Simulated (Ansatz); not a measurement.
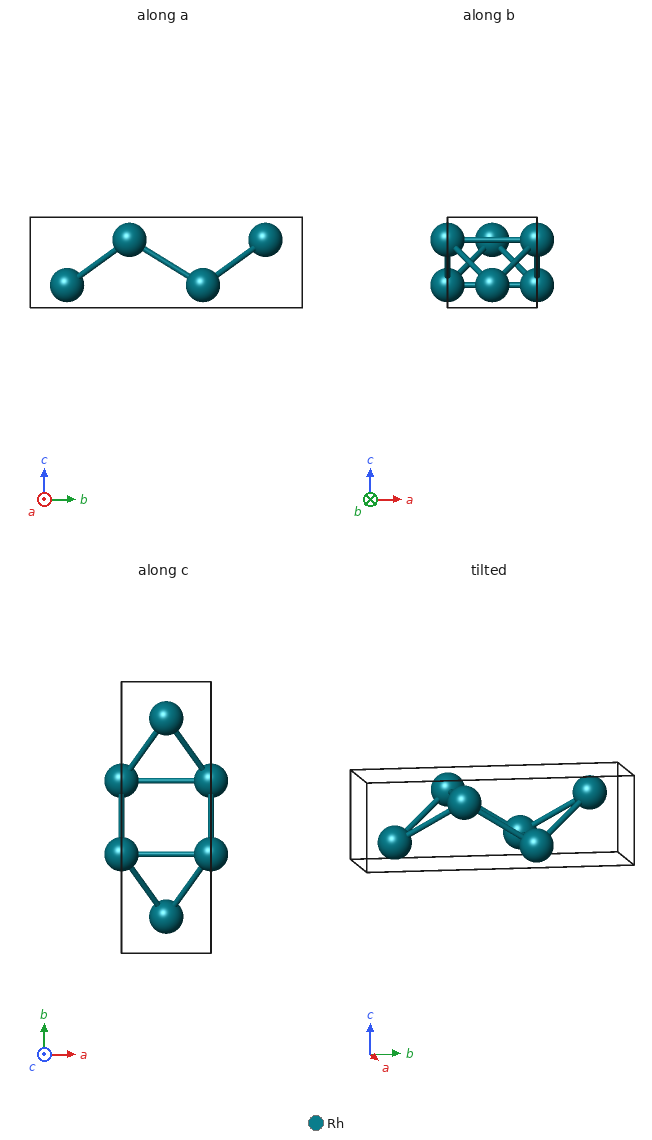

Ball-and-stick drawing of the structure, looking along the a axis, along the b axis, along the c axis and slightly off an axis. The frame is the conventional unit cell; atoms at its boundary are shown with their periodic copies.

Lattice parameters: a = 2.612 Å, b = 7.931 Å, c = 2.640 Å, α = 90.00°, β = 90.00°, γ = 90.00°. Put a along x and b in the xy plane.

Q: Convert the drawing into a POSCAR file, with free fractional coordinates to two decimals.

A:
```
Rh
1.0
     2.612    0.000    0.000
     0.000    7.931    0.000
     0.000    0.000    2.640
Rh
4
Direct
  0.00 0.64 0.25
  0.50 0.86 0.75
  0.50 0.14 0.25
  0.00 0.36 0.75
```

The model was built from a structure type filled with this element by a generator (whether the element takes this form wasn't checked). Earlier steps of the study may have refined or changed the cell and positions. Ansatz was used for an electronic-structure calculation on it.

At this level of theory the cell isn't at rest (compressed, at 12 GPa), so its distances can differ from those at equilibrium, the more so the softer the solid.
